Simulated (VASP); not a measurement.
## CdS: single-point calculation

- system: CdS (2 atoms in the cell)
- method: DFT, plane waves, PAW, settings varied from a PBE run (VASP 6.6.1)

The structure was built on a prototype by a generator. The run did not end well. The geometry comes from this level: r2SCAN (a point of a series of strains).

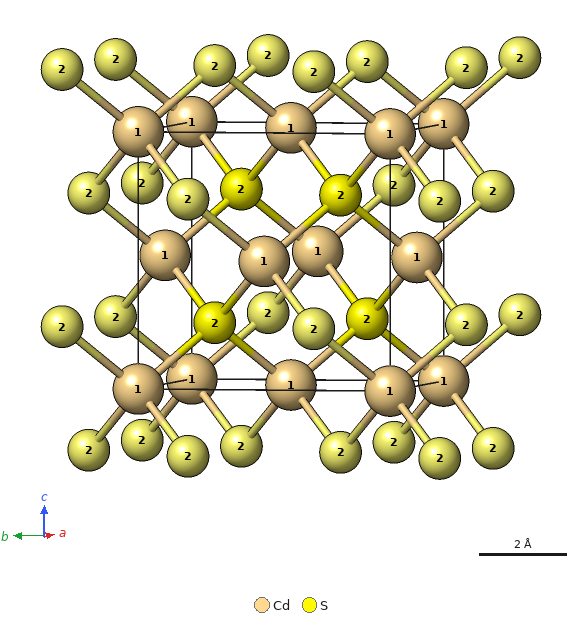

**Figure 1.** The structure as given in the input (ball-and-stick view of the cell 4 times as large as that of the calculation, set on its symmetry axes, seen at an oblique angle; neighbours outside the cell are drawn fainter; atoms are numbered from 1 in the order of the input). An atom can appear more than once, as a periodic image.

Outcome:

| quantity | value |
| --- | --- |
| outcome | ended with an error |
| space group (tolerance 0.01 Å) | F-43m (216) |
| hardware | 1 CPU thread, shared host |
| wall time | 4.8 s |
| peak memory | 0.15 GiB |

Settings chosen away from the usual ones: ISYM = 3; EDIFF = 1e-09. The run ended with an error.

INCAR:
```
ENCUT = 520.000000
SIGMA = 0.020000
GGA = PE
PREC = Accurate
IBRION = -1
ISIF = 2
ISMEAR = -1
NBANDS = 16
NELM = 120
NSW = 0
LASPH = .TRUE.
LCHARG = .FALSE.
LWAVE = .FALSE.
LREAL = .FALSE.
ISYM = 3
EDIFF = 1e-09
```

KPOINTS:
```
KPOINTS created by Atomic Simulation Environment
0
Gamma
8 8 8
0 0 0
```

POSCAR:
```
Cd S
 1.0000000000000000
     0.0000000000000000    2.9686069915000002    2.9686069915000002
     2.9686069915000002    0.0000000000000000    2.9686069915000002
     2.9686069915000002    2.9686069915000002    0.0000000000000000
 Cd  S
   1   1
Cartesian
  0.0000000000000000  0.0000000000000000  0.0000000000000000
  1.4843034957500001  1.4843034957500001  1.4843034957500001
```

Run as:
```bash
mpirun -np 1 vasp_std
```

OSZICAR:
```
N       E                     dE             d eps       ncg     rms          rms(c)
DAV:   1     0.108173770261E+03    0.10817E+03   -0.90838E+03   944   0.102E+03
DAV:   2    -0.228394125747E+01   -0.11046E+03   -0.10438E+03  1104   0.250E+02
DAV:   3    -0.667401435648E+01   -0.43901E+01   -0.43808E+01  1192   0.519E+01
DAV:   4    -0.670142873298E+01   -0.27414E-01   -0.27412E-01  1144   0.398E+00
DAV:   5    -0.670181084315E+01   -0.38211E-03   -0.38211E-03  1184   0.450E-01
```

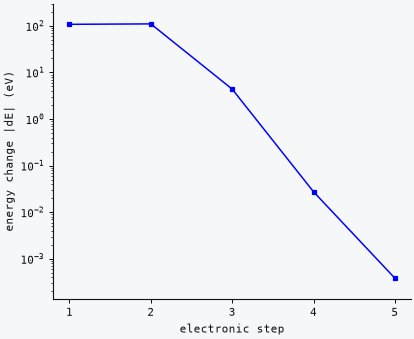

**Figure 2.** Convergence of the self-consistent field: energy change |dE| against the electronic step. It takes 5 electronic steps.
